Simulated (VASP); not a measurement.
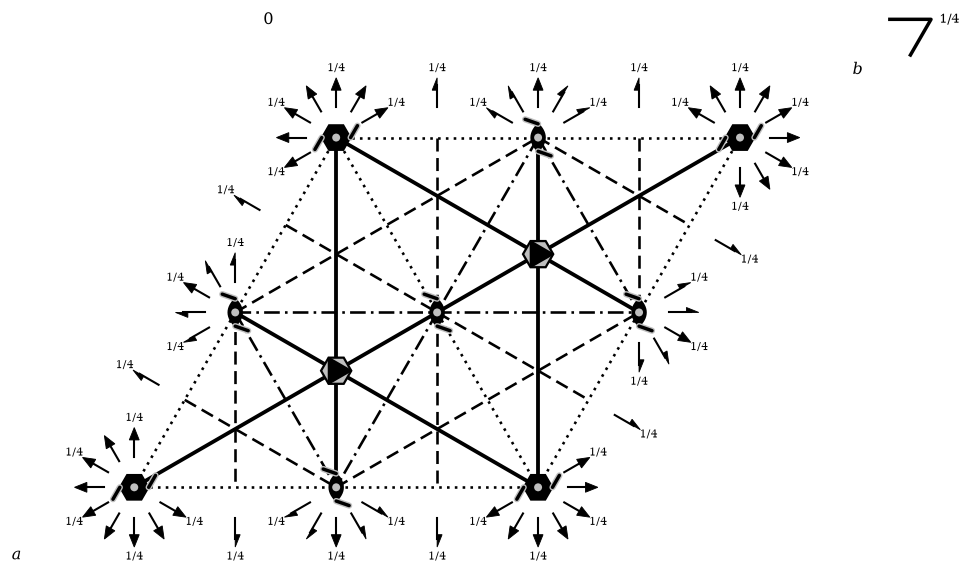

Symmetry elements of a space group, projected down c, computed from the operations of a computed or model structure of composition Zr.

Graphical symbols as in the International Tables (origin upper left, heights as fractions; handed screw axes are marked by their printed symbols).

### Identify the space group.

No. 194, P6_3/mmc; primitive hexagonal, point group 6/mmm, 24 general positions a cell.

### List the elements shown.

−6 axes along c at (1/3, 2/3), (2/3, 1/3); 6₃ axes along c at (0, 0); 2₁ axes along c at (0, 1/2), (1/2, 0), (1/2, 1/2); inversion centres at (0, 0), (0, 1/2), (1/2, 0), (1/2, 1/2); mirror planes holding c and [1 2 0] or [2 1 0] or [−1 1 0]; in-plane glide planes holding c and [1 2 0] or [2 1 0] or [−1 1 0]; c glide planes normal to a*, at x = 0; n glide planes normal to a*, at x = 1/2; c glide planes normal to b*, at y = 0; n glide planes normal to b*, at y = 1/2; c glide planes holding c and [1 1 0]; diagonal glide planes holding c and [1 1 0]; a mirror plane normal to c at height 1/4; 2 axes along [1 1 0] at height 0; 2 axes along [1 2 0] at height 1/4; 2 axes along [2 1 0] at height 1/4; 2 axes along [−1 1 0] at height 1/4; 2 axes along a at height 0; 2 axes along b at height 0; 2₁ axes along [1 1 0] at height 0; 2₁ axes along [1 2 0] at height 1/4; 2₁ axes along [2 1 0] at height 1/4; 2₁ axes along [−1 1 0] at height 1/4; 2₁ axes along a at height 0; 2₁ axes along b at height 0. Heights repeat every half period; positions are (a, b) fractions, modulo 1.

### Write the general positions (in any order).

x, y, z
−x, −y, −z
x−y, x, z+1/2
−x+y, −x, −z+1/2
−y, x−y, z
y, −x+y, −z
−x, −y, z+1/2
x, y, −z+1/2
−x+y, −x, z
x−y, x, −z
y, −x+y, z+1/2
−y, x−y, −z+1/2
−y, −x, −z+1/2
y, x, z+1/2
−x, −x+y, −z
x, x−y, z
−x+y, y, −z+1/2
x−y, −y, z+1/2
y, x, −z
−y, −x, z
x, x−y, −z+1/2
−x, −x+y, z+1/2
x−y, −y, −z
−x+y, y, z
